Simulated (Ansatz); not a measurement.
# Run report: Pd, single-point calculation

The run: single-point calculation of Pd (slab, 2 atoms in the cell). Method and program: DFT, LDA, PAW with Ansatz's default frozen-core files, scalar-relativistic, no spin polarisation (Ansatz 0.2.0).

It belongs to a series of runs on one base structure; here: no images along the normal, PAW files. Figures and captions count atoms from 1; the log counts them from 0 in places.

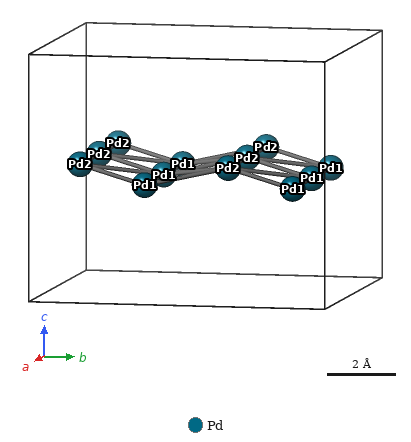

Figure 1. The structure as given in the input (ball-and-stick view of the 3 × 2 repeat of the cell, with the vacuum cut short, seen slightly off an axis; atoms are numbered from 1 in the order of the input). An atom can appear more than once, as a periodic image. Near neighbours in the periodic cell (some may lie outside the picture): Pd has 6 Pd at 2.66 to 2.70 Å.

Input file
```yaml
crystal:
  lattice:
    - [2.7018300615, 0.0, 0.0]
    - [0.0, 4.5040055083, 0.0]
    - [0.0, 0.0, 16.78]
  atoms:
    - { symbol: Pd, position: [0.75, 0.75, 0.4877944303] }
    - { symbol: Pd, position: [0.25, 0.25, 0.5122055697] }
  periodic: [true, true, false]
kpoints:
  mp_grid: { grid: [12, 7, 1] }
scf:
  occupations: { method: fermi_dirac, width: 0.1 }
hamiltonian:
  xc: lda
  pseudopotentials: { kind: paw }
output:
  forces: true
  stress: true
  eigenvalues: true
```

Run as:
```bash
ansatz run input.yaml --threads 1 --pin off --max-ram 3584MiB --backend cpu --events-out ev --progress --plain --runs-dir out
```

Log
```
Warning: crystal.periodic: the lattice vector that does not repeat stood 0.000° off the slab's normal, 16.780 Å along it as the deck builds it. The run solves the slab on a vector along the normal, 24.619 Å long, with every atom where it was (on the deck's vector they left 16.37 Å outside them, and the widest stretch free of ions among them is 0.41 Å). A fractional position that the run reports is one of the run's cell, which starts as this one, and not of the deck's: it goes into a deck with that cell's vectors. The slab on that cell runs as it stands in a deck that lists each atom with its symbol and moment, types crystal.periodic and leaves out crystal.checkpoint, crystal.saddle_side, crystal.structure_sha256, crystal.space_group, crystal.setting, crystal.reduce_to_primitive, crystal.supercell, crystal.defects and each atom's wyckoff. Where those keys changed the vectors of the plane, lay the indices of each lattice_plane and lattice_line anew on these rows. Along the normal they count this vector already. An outside_sphere can name other atoms there (type this run's as sites). In the order of the run's atom list the slab is: crystal.lattice: [[2.7018300615, 0.0, 0.0], [0.0, 4.5040055083, 0.0], [0.0, 0.0, 24.619237838264]]; position: [0.7499999999999999, 0.7499999999999999, 0.3324713215821945]; position: [0.25, 0.24999999999999997, 0.3491094856806524];
crystal.periodic: the lattice vector that does not repeat stood 0.000° off the slab's normal, 16.780 Å along it as the deck builds it. The run solves the slab on a vector along the normal, 24.619 Å long, with every atom where it was (on the deck's vector they left 16.37 Å outside them, and the widest stretch free of ions among them is 0.41 Å). A fractional position that the run reports is one of the run's cell, which starts as this one, and not of the deck's: it goes into a deck with that cell's vectors. The slab on that cell runs as it stands in a deck that lists each atom with its symbol and moment, types crystal.periodic and leaves out crystal.checkpoint, crystal.saddle_side, crystal.structure_sha256, crystal.space_group, crystal.setting, crystal.reduce_to_primitive, crystal.supercell, crystal.defects and each atom's wyckoff. Where those keys changed the vectors of the plane, lay the indices of each lattice_plane and lattice_line anew on these rows. Along the normal they count this vector already. An outside_sphere can name other atoms there (type this run's as sites). In the order of the run's atom list the slab is: crystal.lattice: [[2.7018300615, 0.0, 0.0], [0.0, 4.5040055083, 0.0], [0.0, 0.0, 24.619237838264]]; position: [0.7499999999999999, 0.7499999999999999, 0.3324713215821945]; position: [0.25, 0.24999999999999997, 0.3491094856806524];
Engine: ansatz 0.2.0, aarch64-unknown-linux-gnu
Pseudopotentials: kind: paw
Pseudopotential: Pd, paw, valence charge 18, recommended cutoff 420 eV (normal), Pd.paw.azcp
Functional definition: SPW92
  exchange = slater_x
  correlation = pw_c
Crystal: 2 atoms, lattice volume = 299.593 Å³
Basis set: ecut = 420 eV, 5917 PW (Γ)
Bands: 22, of which v1, the nominal top of the filled ones, is band 18 counted from 1 (17 counted from 0)
Symmetry: 8 space group operations
Space group: Pmmn (ITA 59), of the structure as read, at distance tolerance 6.7e-5 Å
k-points: 28 of 84
Non-local potential: Pd, projectors of the file, l = 0: 2, l = 1: 2, l = 2: 2, l = 3: 1
PAW form: soft (Blöchl's): semilocal exchange-correlation on the pseudo side does not see the compensation charge
PAW frozen core: Pd, regenerated for the run's functional, and the local potential with it (the file was generated under x = pbe(κ = 0.804, μ = 0.2195149727645171), c = pbe(β = 0.06672455060314922))
PAW one-centre angular grid: Pd, 590 points (default); XC on 64 Gauss nodes
Initial density: superposition of atomic densities (neutral atoms: chi_scale 0, normalization atom), corrected by the library's trained network
Initial wavefunctions: pseudopotential atomic-orbital guess
Functional: x = slater, c = lda
SCF iter   1: F=—  HF=-13686.359815 eV  |F-HF|=—  |Δ(HF+E_count)|=         —  Δρ=5.11e-3  dr2=6.70e-2  ethr=1.77e-3  ⟨swp⟩=13.9  Hψ=5087  notcnv=0
preconditioner: auto → LDOS  [metal: Δε(μ)=0.118 eV  Ē_g=6.132 eV  σ=0.100 eV  W_gap=0.27  n_scr=36 (ndim 8)  ℏωp=9.6 eV  f_vac=0.820  D(μ)=3.65/eV (n_scr^D=16)  β→1.0]
SCF iter   2: F=—  HF=-13686.359042 eV  |F-HF|=—  |Δ(HF+E_count)|=   7.73e-4  Δρ=5.22e-3  dr2=6.98e-2  ethr=1.86e-4  ⟨swp⟩=3.1  Hψ=1804  notcnv=0
SCF iter   3: F=—  HF=-13686.342779 eV  |F-HF|=—  |Δ(HF+E_count)|=   1.63e-2  Δρ=5.02e-4  dr2=6.96e-4  ethr=1.86e-4  ⟨swp⟩=2.5  Hψ=1141  notcnv=0
SCF iter   4: F=—  HF=-13686.342786 eV  |F-HF|=—  |Δ(HF+E_count)|=   6.20e-6  Δρ=1.03e-4  dr2=2.55e-5  ethr=1.93e-6  ⟨swp⟩=3.8  Hψ=1509  notcnv=0
SCF iter   5: F=—  HF=-13686.342733 eV  |F-HF|=—  |Δ(HF+E_count)|=   5.25e-5  Δρ=2.89e-5  dr2=1.52e-6  ethr=7.10e-8  ⟨swp⟩=3.3  Hψ=1326  notcnv=0
SCF iter   6: F=—  HF=-13686.342735 eV  |F-HF|=—  |Δ(HF+E_count)|=   1.86e-6  Δρ=1.03e-5  dr2=1.62e-7  ethr=4.22e-9  ⟨swp⟩=3.1  Hψ=1318  notcnv=0
SCF iter   7: F=-13686.342735 eV  HF=-13686.342735 eV  |F-HF|=1.02e-8  |Δ(HF+E_count)|=   1.48e-8  Δρ=1.91e-6  dr2=6.66e-9  ethr=2.78e-10  ⟨swp⟩=13.6  Hψ=3665  notcnv=0
SCF 1 converged in 7 iterations: F = -13686.342735 eV  dr2 = 6.66e-9
  greatest PAW one-centre occupation: 0.998 electrons in one spin orbital (limit 2), on the Pd atom at site 1 (counted from 0), in its partial waves of l = 0
SCF converged after 7 iterations
Free energy (F): -13686.342735 eV
Harris-Foulkes:  -13686.342735 eV  (|F-HF|=1.02e-8)
Internal energy: -13686.211234 eV  (E = F + TS)
E sigma→0 (E₀):  -13686.276985 eV
Entropy (-TS):   -0.131501 eV (-65.750 meV/atom)
Fermi energy:    -6.322569 eV
--- Per-component energies (eV) ---
  E_band       = -1184.947358
  E_kinetic    = 1024.244237
  E_local      = -57792.318793  (includes V_loc(G=0)·N_el)
  E_nonlocal   = 447.286597
  E_hartree    = 28109.132532
  E_xc         = -330.802802
  E_vxc        = -416.695448  (∫ρ·V_xc dr)
  E_paw        = -7246.636524  (= ΣΔE_a)
  E_vpaw       = -665.719657  (= ΣTr[D̂ρ^β])
  E_aug_tail   = 0.000397  (compensation charges beyond the density's cutoff)
  E_ewald      = 22101.521655
  E_core_change = 1.361468  (= ΣΔE_core)
  E_smearing   = -0.131501  (= −TS)
  E_closure    = 0.000000  (closes the sum)
  Σ components = -13686.342735   (vs F -13686.342735, Δ=0.00e0)
--- Forces (eV/Å), atoms counted from 1 ---
  atom   1  Pd    -0.00000000    -0.00000000    -0.00033896
  atom   2  Pd    -0.00000000     0.00000000     0.00033896
  max |Σ_I F_I| component: 5.42e-20 eV/Å
--- 2D stress c σ (N/m, compression-positive) ---
       -6.385257      -0.000000       0.000000
       -0.000000      -5.889782      -0.000000
        0.000000       0.000000       0.000000
  P = ½ c Tr σ = -6.1375 N/m
--- Band table (eV; the first three rows and the last of 28) ---
  k-point 0: bands = ["-89.6628", "-89.6032", "-55.8622", "-55.5259", "-55.4283", "-55.4087", "-55.0182", "-54.9737", "-11.1136", "-10.7304", "-8.8358", "-8.6394", "-8.3517", "-7.6572", "-7.0615", "-6.8149", "-6.7135", "-6.3622", "-5.5829", "-4.2585", "-2.2178", "-0.3283"]
  k-point 1: bands = ["-89.6598", "-89.6061", "-55.8416", "-55.5201", "-55.4510", "-55.4145", "-55.0155", "-54.9750", "-10.9514", "-10.6521", "-8.7777", "-8.5247", "-8.4223", "-7.5745", "-7.4598", "-6.7822", "-6.5721", "-6.4248", "-5.7311", "-3.9555", "-3.2398", "-0.1959"]
  k-point 2: bands = ["-89.6516", "-89.6144", "-55.7834", "-55.5137", "-55.5039", "-55.4309", "-55.0081", "-54.9796", "-10.5304", "-10.4378", "-8.7956", "-8.3403", "-8.1950", "-8.0627", "-7.3506", "-6.6881", "-6.6550", "-6.6012", "-6.0634", "-4.9765", "-3.1790", "0.0897"]
  k-point 27: bands = ["-89.6089", "-89.6089", "-55.8320", "-55.8320", "-55.5211", "-55.5211", "-54.9703", "-54.9703", "-10.5945", "-10.5945", "-8.9127", "-8.9127", "-7.1065", "-7.1065", "-6.7809", "-6.7809", "-5.7867", "-5.7867", "-2.6454", "-2.6454", "1.6796", "1.6796"]
```

Results in brief

| quantity | value |
| --- | --- |
| outcome | converged |
| electrons treated | 36 |
| free energy | −13686.3427 eV |
| Fermi energy | −6.323 eV |
| largest force (length of the vector) | under 0.001 eV/Å |
| hardware | 1 thread of Arm Neoverse V1, 24 GiB of memory available, shared host |
| wall time | 10 s |
| peak memory | 0.47 GiB |
